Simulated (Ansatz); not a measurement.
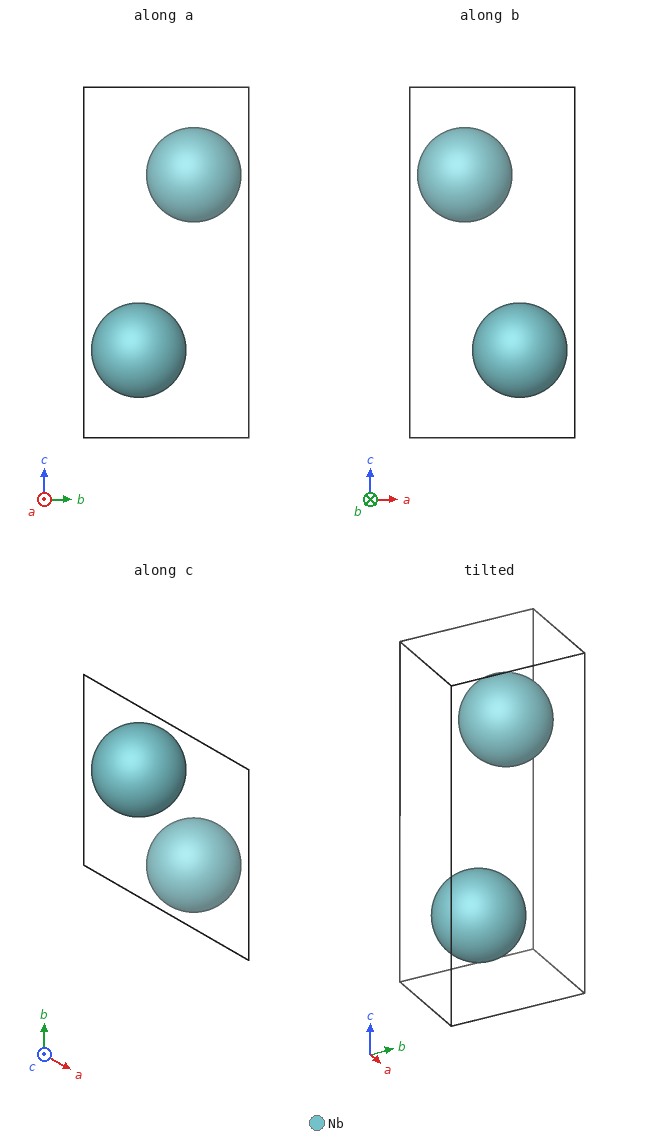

Spheres-only drawing of the structure, looking along the a axis, along the b axis, along the c axis and slightly off an axis. The conventional unit cell is drawn as a box.

Lattice parameters: a = 2.848 Å, b = 2.848 Å, c = 5.241 Å, α = 90.00°, β = 90.00°, γ = 120.00°. Put a along x and b in the xy plane.

Reconstruct the structure as a POSCAR file.

Answer.
```
Nb
1.0
     2.848    0.000    0.000
    -1.424    2.467    0.000
     0.000    0.000    5.241
Nb
2
Direct
  0.3333 0.6667 0.7500
  0.6667 0.3333 0.2500
```

It goes back to a structure type filled with this element by a generator (whether the element takes this form wasn't checked). It was relaxed at fixed volume with Ansatz 0.2.0, DFT HSE06, scalar-relativistic, plane waves, PAW.
